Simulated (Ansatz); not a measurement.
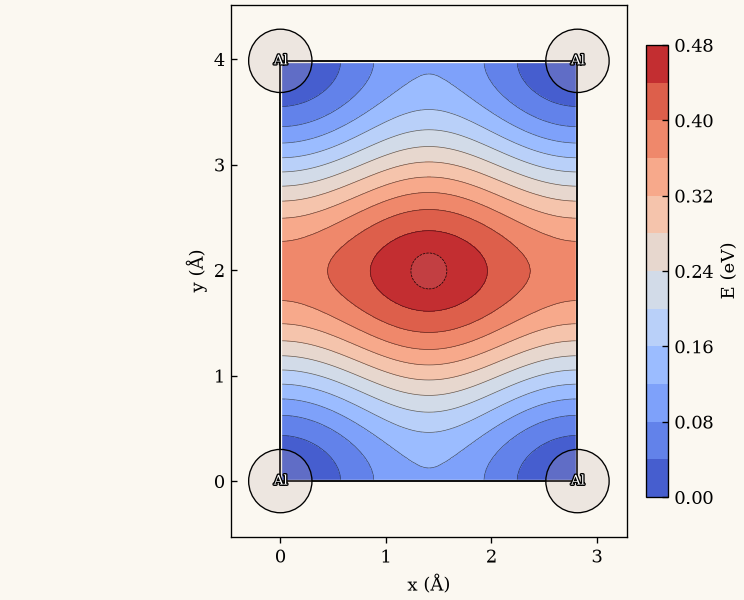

Au on an Al(110) slab cut from the Fm-3m phase, its upper half relaxed before the scan (16 atoms of substrate and one adsorbate in a 2 × 2 cell). Au is moved over the surface cell at a fixed height above a rigid substrate; the origin of the map has the adsorbate above Al13; the height is held at 3.00 Å. Places are given modulo a cell vector. The map is drawn in real space over the plane of the surface. Grid: 6 × 8 points; 20 points were computed and 28 follow by symmetry. Places are given in fractions of the 1 × 1 surface cell. All energies are given in eV relative to the lowest grid point. The runs have no spin polarisation, so an open-shell adsorbate far from the surface lies too high. At a fixed height the lowest place need not be the adsorption site. Method: DFT PBE+D3(BJ), scalar-relativistic, plane waves, PAW (Ansatz 0.2.0). Settings: cutoff 420 eV, k-mesh 5×4×1, gaussian smearing 0.1 eV, no spin polarisation.

The picture shows filled contours, labelled circles for the atoms of the top layer and small ones for the second layer, the outline of one cell of the plane. Between grid points the surface is interpolated.

The lowest grid point is at the top site over a surface Al atom, (0/6, 0/8) of the cell vectors. No other kind of well shows on this grid. The highest grid point, a fourfold hollow over a second-layer Al atom, (3/6, 4/8) of the cell vectors, lies 0.473 eV above the lowest. On the interpolated surface the easiest way out of the lowest well to its copy in the next cell or period passes a barrier of about 0.12 eV. At the lowest point the adsorbate has 1 Al at 3.00 Å as nearest neighbours, at the highest 4 Al at 3.87 Å.

Au is replaced by Cu; all else is set up alike.

**How does the landscape change?**

The lowest place stays at the top site over a surface Al atom, (0/6, 0/8) of the cell vectors. The span from the lowest to the highest grid point shrinks from 0.473 to 0.344 eV. The easiest pass out of the lowest well goes from about 0.12 to about 0.085 eV on the interpolated surfaces. In the new map: at the lowest point the adsorbate has 1 Al at 3.00 Å as nearest neighbours, at the highest 4 Al at 3.87 Å.

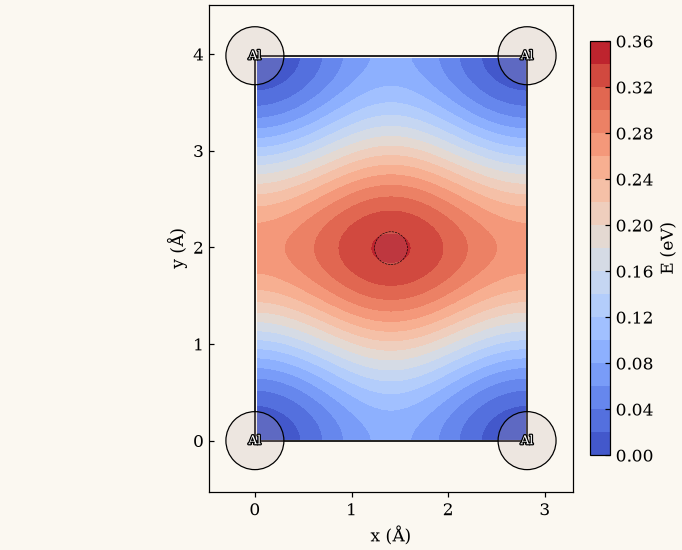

The map after the change, on a colour scale of its own. In the figure: filled contours, labelled circles for the atoms of the top layer and small ones for the second layer, the outline of one cell of the plane. Between grid points the surface is interpolated.
